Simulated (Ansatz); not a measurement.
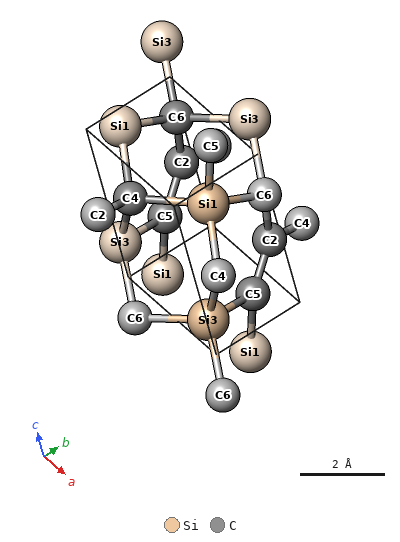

Figure 1. The structure as given in the input (ball-and-stick view of the cell of the calculation, seen slightly off an axis; neighbours outside the cell are drawn fainter; atoms are numbered from 1 in the order of the input). Near neighbours in the crystal (not all of them lie inside the picture): Si has 4 C at 1.85 to 1.95 Å; C has 3 C at 1.37 to 1.52 Å; C has 1 C at 1.52 Å and 3 Si at 1.88 to 1.95 Å; C has 1 C at 1.37 Å and 2 Si at 1.85 Å.

## SiC₂: single-point calculation

- system: SiC₂ (6 atoms in the cell)
- method: DFT PBE+D3(BJ), scalar-relativistic, plane waves, PAW, no spin polarisation (Ansatz 0.2.0)

The structure derives from a Materials Project entry. It belongs to a series of runs on one base structure; here: band edges sought over the zone. Figures and captions count atoms from 1; the log counts them from 0 in places.

**The input**
```yaml
crystal:
  lattice:
    - [1.6247346816, 0.0, -2.6317427965]
    - [-2.4900464972, -4.3366071925, -0.0010833523]
    - [-2.4900464972, 4.3366071925, -0.0010833523]
  atoms:
    - { symbol: Si, position: [0.8553831674, 0.4528617537, 0.7844697797] }
    - { symbol: C, position: [1.0503608218, 0.8401972823, 0.506863949] }
    - { symbol: Si, position: [0.8553831674, 0.117803113, 0.1195284204] }
    - { symbol: C, position: [0.1205141795, 0.1691704719, 0.5368496964] }
    - { symbol: C, position: [-0.0021555155, 0.5497843492, 0.2164510159] }
    - { symbol: C, position: [0.1205141795, 0.8701830297, 0.8358371386] }
basis:
  ecutwfc: 420
kpoints:
  mp_grid: { grid: [12, 8, 8] }
  band_path: { path: [VBM, CBM], npoints: 2 }
hamiltonian:
  xc: pbe
  dispersion: d3bj
scf:
  occupations: { method: gaussian, width: 0.01 }
output:
  forces: true
  stress: true
  eigenvalues: true
checkpoint:
  read: start.run
  write: ck
  compress: false
  write_wavefunctions: false
  write_every: 100000
```

Run as:
```bash
ansatz run input.yaml --threads 1 --pin off --max-ram 2560MiB --backend cpu --events-out ev --progress --plain --runs-dir out
```

**What the program printed**
```
Engine: ansatz 0.2.0, x86_64-unknown-linux-gnu
Pseudopotentials: kind: paw
Pseudopotential: Si, paw, valence charge 4, recommended cutoff 420 eV (normal), Si.paw.azcp
Pseudopotential: C, paw, valence charge 4, recommended cutoff 420 eV (normal), C.paw.azcp
Functional definition: PBE
  parameter kappa = 0.804
  parameter beta = 0.06672455060314922
  exchange = pbe_x(kappa = kappa, mu = beta*pi^2/3)
  correlation = pbe_c(beta = beta)
Crystal: 6 atoms, lattice volume = 56.852 Å³
Basis set: ecut = 420 eV, 1125 PW (Γ), exchange–correlation on 48×72×72 points (8 copies of the dense FFT grid, shifted against one another)
Bands: 18, of which v1, the nominal top of the filled ones, is band 12 counted from 1 (11 counted from 0)
Symmetry: 2 space group operations
Space group: Cm (ITA 8), of the structure as read, at distance tolerance 3.8e-5 Å
k-points: 222 of 768 (time reversal used)
Non-local potential: Si, projectors of the file, l = 0: 2, l = 1: 2, l = 2: 2
Non-local potential: C, projectors of the file, l = 0: 2, l = 1: 2, l = 2: 1
PAW form: soft (Blöchl's): semilocal exchange-correlation on the pseudo side does not see the compensation charge
PAW one-centre angular grid: Si, 110 points (default); XC on 64 Gauss nodes
PAW one-centre angular grid: C, 110 points (default); XC on 64 Gauss nodes
Initial density: read from a saved state, or passed on in memory by an earlier SCF of this step, an earlier step, the calling program or the single point that the run made first
Initial wavefunctions: pseudopotential atomic-orbital guess
Functional: x = pbe(κ = 0.804, μ = 0.2195149727645171), c = pbe(β = 0.06672455060314922)
iter 1 solved again at ethr=7.07e-7 eV; its pass at ethr=3.10e-3 eV (dr2=1.70e-4 eV) is discarded
SCF iter   1: F=—  HF=-2275.488181 eV  |F-HF|=—  |Δ(HF+E_count)|=         —  Δρ=2.25e-6  dr2=2.40e-9  ethr=7.07e-7  ⟨swp⟩=3.0  Hψ=35829  notcnv=0
eigensolver tolerance schedule: the retry pair's looser diagonalisation over-reported the residual by 70590.49 of it (diagonalisation noise at an unbounded share of the residual, at the tolerance the schedule requests for it); recorded, not acted on — ethr = c·dr2/N_el stays at c = 1.0e-1
preconditioner: auto → none  [insulator: Δε(μ)=0.737 eV  Ē_g=12.358 eV  σ=0.010 eV  W_gap=1.00  n_scr=10 (ndim 8)  ℏωp=24.1 eV  f_vac=0.000  D(μ)=0.00/eV (n_scr^D=0)  ε∞_Penn≈4.8]
SCF iter   2: F=—  HF=-2275.488182 eV  |F-HF|=—  |Δ(HF+E_count)|=   7.75e-7  Δρ=1.71e-6  dr2=1.60e-9  ethr=1.00e-11  ⟨swp⟩=4.0  Hψ=10791  notcnv=0
iter 3 did not close the SCF: its close was put off for the readings that it lacked (scf_convergence_deferred on its scf_iter line)
SCF iter   3: F=-2275.488182 eV  HF=-2275.488182 eV  |F-HF|=3.31e-10  |Δ(HF+E_count)|=  3.47e-10  Δρ=9.48e-7  dr2=4.65e-10  ethr=6.66e-12  ⟨swp⟩=1.1  Hψ=4172  notcnv=0
iter 4 did not close the SCF: its close was put off for the readings that it lacked (scf_convergence_deferred on its scf_iter line)
SCF iter   4: F=-2275.488182 eV  HF=-2275.488182 eV  |F-HF|=9.00e-11  |Δ(HF+E_count)|=  1.00e-10  Δρ=5.20e-7  dr2=1.31e-10  ethr=1.94e-12  ⟨swp⟩=1.4  Hψ=4659  notcnv=0
iter 5 did not close the SCF: its close was put off for the readings that it lacked (scf_convergence_deferred on its scf_iter line)
SCF iter   5: F=-2275.488182 eV  HF=-2275.488182 eV  |F-HF|=5.68e-11  |Δ(HF+E_count)|=  1.27e-11  Δρ=4.18e-7  dr2=8.35e-11  ethr=1.00e-12  ⟨swp⟩=1.0  Hψ=3996  notcnv=0
iter 6 did not close the SCF: its close was put off for the readings that it lacked (scf_convergence_deferred on its scf_iter line)
SCF iter   6: F=-2275.488182 eV  HF=-2275.488182 eV  |F-HF|=2.64e-11  |Δ(HF+E_count)|=  1.18e-11  Δρ=2.90e-7  dr2=3.96e-11  ethr=1.00e-12  ⟨swp⟩=1.0  Hψ=3996  notcnv=0
SCF iter   7: F=-2275.488182 eV  HF=-2275.488182 eV  |F-HF|=9.55e-12  |Δ(HF+E_count)|=  6.82e-12  Δρ=1.71e-7  dr2=1.38e-11  ethr=1.00e-12  ⟨swp⟩=1.0  Hψ=8880  notcnv=0
SCF 1 converged in 7 iterations: F = -2275.488182 eV  dr2 = 1.38e-11
  greatest PAW one-centre occupation: 0.667 electrons in one spin orbital (limit 2), on the C atom at site 4 (counted from 0), in its partial waves of l = 0
NSCF: frozen V_eff on 68 k-points
NSCF: frozen V_eff on 68 k-points
NSCF: frozen V_eff on 68 k-points
NSCF: frozen V_eff on 68 k-points
NSCF: frozen V_eff on 55 k-points
NSCF: frozen V_eff on 18 k-points
NSCF: frozen V_eff on 27 k-points
NSCF: frozen V_eff on 27 k-points
NSCF: frozen V_eff on 12 k-points
NSCF: frozen V_eff on 23 k-points
NSCF: frozen V_eff on 23 k-points
NSCF: frozen V_eff on 12 k-points
NSCF: frozen V_eff on 28 k-points
NSCF: frozen V_eff on 13 k-points
NSCF: frozen V_eff on 18 k-points
NSCF: frozen V_eff on 8 k-points
NSCF: frozen V_eff on 4 k-points
NSCF: frozen V_eff on 3 k-points
SCF converged after 7 iterations
Free energy (F): -2275.488182 eV
Harris-Foulkes:  -2275.488182 eV  (|F-HF|=9.55e-12)
Internal energy: -2275.488182 eV  (E = F + TS)
E sigma→0 (E₀):  -2275.488182 eV
Fermi energy:    10.230224 eV
--- Per-component energies (eV) ---
  E_band       = 60.672694
  E_kinetic    = 450.023094
  E_local      = -441.992230  (includes V_loc(G=0)·N_el)
  E_nonlocal   = 158.629011
  E_hartree    = 130.992353
  E_xc         = -306.191862
  E_vxc        = -336.564849  (∫ρ·V_xc dr)
  E_paw        = -1422.407717  (= ΣΔE_a)
  E_vpaw       = -31.407033  (= ΣTr[D̂ρ^β])
  E_aug_tail   = 0.000041  (compensation charges beyond the density's cutoff)
  E_ewald      = -842.991477
  E_disp       = -1.549394  (pairwise vdW)
  E_smearing   = -0.000000  (= −TS)
  E_closure    = 0.000000  (closes the sum)
  Σ components = -2275.488182   (vs F -2275.488182, Δ=0.00e0)
--- Forces (eV/Å), atoms counted from 1 ---
  atom   1  Si     0.00060450     0.00091494    -0.00292258
  atom   2  C     -0.00091910     0.00000000     0.00027817
  atom   3  Si     0.00060450    -0.00091494    -0.00292258
  atom   4  C      0.00052251     0.00370163     0.00267966
  atom   5  C     -0.00133372    -0.00000000     0.00020730
  atom   6  C      0.00052251    -0.00370163     0.00267966
  max |Σ_I F_I| component: 1.20e-6 eV/Å
--- Stress (GPa, compression-positive) ---
        0.033744       0.000000      -0.005748
        0.000000       0.025101      -0.000000
       -0.005747      -0.000000       0.102367
  P = ⅓ Tr σ = 0.0537 GPa (0.537 kbar)
--- Band table (eV; the first three rows and the last of 222) ---
  k-point 0: bands = ["-7.6664", "-2.2874", "-2.2599", "-0.7027", "1.8328", "2.5366", "2.7488", "6.4306", "7.0490", "8.3992", "8.7712", "8.9147", "12.6969", "13.0327", "14.5527", "15.1611", "15.3982", "17.2777"]
  k-point 1: bands = ["-7.5574", "-2.8004", "-2.2531", "-0.5314", "1.5328", "2.3113", "4.0014", "6.2787", "7.1672", "8.0789", "8.5402", "9.0878", "12.4152", "13.1785", "14.5118", "15.3549", "15.6031", "17.5224"]
  k-point 2: bands = ["-7.2455", "-3.5103", "-2.7228", "-0.2791", "1.3237", "3.0777", "5.3494", "5.9901", "7.1049", "7.4701", "8.2045", "9.4830", "12.0353", "13.3703", "14.3848", "15.7101", "15.9309", "17.5613"]
  k-point 221: bands = ["-5.4973", "-2.8560", "-2.6401", "0.0751", "1.3766", "2.6717", "2.9810", "3.9522", "4.6706", "5.6720", "8.0651", "8.7688", "11.8051", "13.9697", "14.7984", "15.8046", "16.9727", "17.5350"]
```

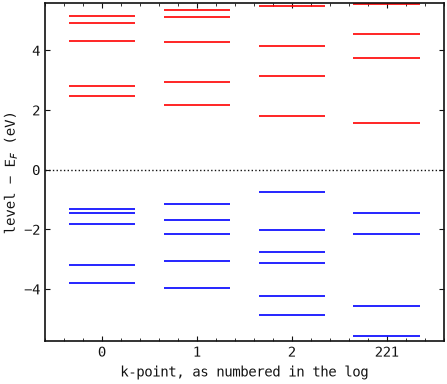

Figure 2. Kohn–Sham levels near the Fermi level (dotted) at the few k-points that the log prints; levels within 0.02 eV of each other stand side by side. Among these points the highest filled and lowest empty levels are 2.32 eV apart; the gap on the full mesh, 0.74 eV, has an edge at a point that isn't printed.

**Summary**

```json
{"quantity": "outcome", "value": "converged"}
{"quantity": "space group (tolerance 0.01 Å)", "value": "Cm (8)"}
{"quantity": "electrons treated", "value": "24"}
{"quantity": "free energy", "value": "−2275.4882 eV"}
{"quantity": "Fermi energy", "value": "10.230 eV"}
{"quantity": "gap on the k-point mesh", "value": "0.74 eV"}
{"quantity": "gap on the band path", "value": "0.57 eV"}
{"quantity": "pressure", "value": "0.05 GPa"}
{"quantity": "largest force (length of the vector)", "value": "0.005 eV/Å"}
{"quantity": "hardware", "value": "1 thread of Intel Xeon (Granite Rapids), 128 GiB of memory available, shared host"}
{"quantity": "wall time", "value": "22 s"}
{"quantity": "peak memory", "value": "0.53 GiB"}
```
